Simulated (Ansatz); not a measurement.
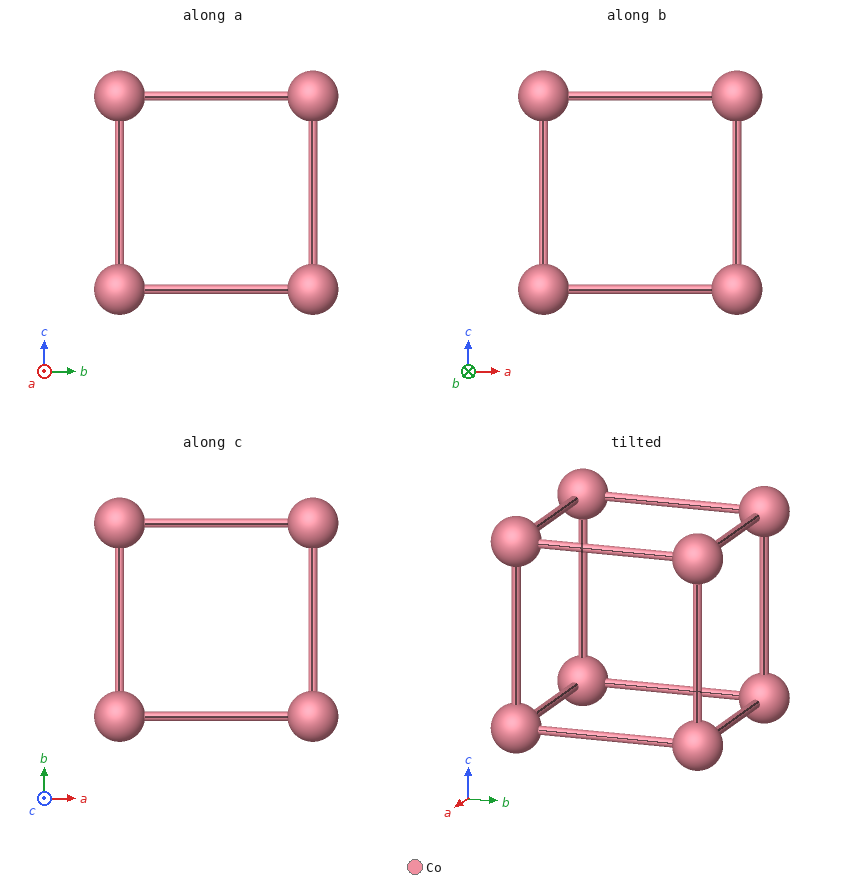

Figure: ball-and-stick view along the a axis, along the b axis, along the c axis and slightly off an axis. The parallelepiped is the conventional unit cell.

Lattice parameters: a = 2.3270 Å, b = 2.3270 Å, c = 2.3270 Å, α = 90.000°, β = 90.000°, γ = 90.000°.

Question: Express the structure as a CIF with its space group and independent sites.

Answer:
```cif
data_structure
_symmetry_space_group_name_H-M 'P m -3 m'
_symmetry_Int_Tables_number 221
_cell_length_a 2.3270
_cell_length_b 2.3270
_cell_length_c 2.3270
_cell_angle_alpha 90.000
_cell_angle_beta 90.000
_cell_angle_gamma 90.000
_cell_volume 12.60
loop_
_atom_site_label
_atom_site_type_symbol
_atom_site_symmetry_multiplicity
_atom_site_Wyckoff_symbol
_atom_site_fract_x
_atom_site_fract_y
_atom_site_fract_z
_atom_site_occupancy
Co1 Co 1 a 0.0000 0.0000 0.0000 1
```

It goes back to a structure type filled with this element by a generator (whether the element takes this form wasn't checked). Relaxation method: DFT, r2SCAN, plane waves (500 eV) with PAW, scalar-relativistic (Ansatz 0.2.0).
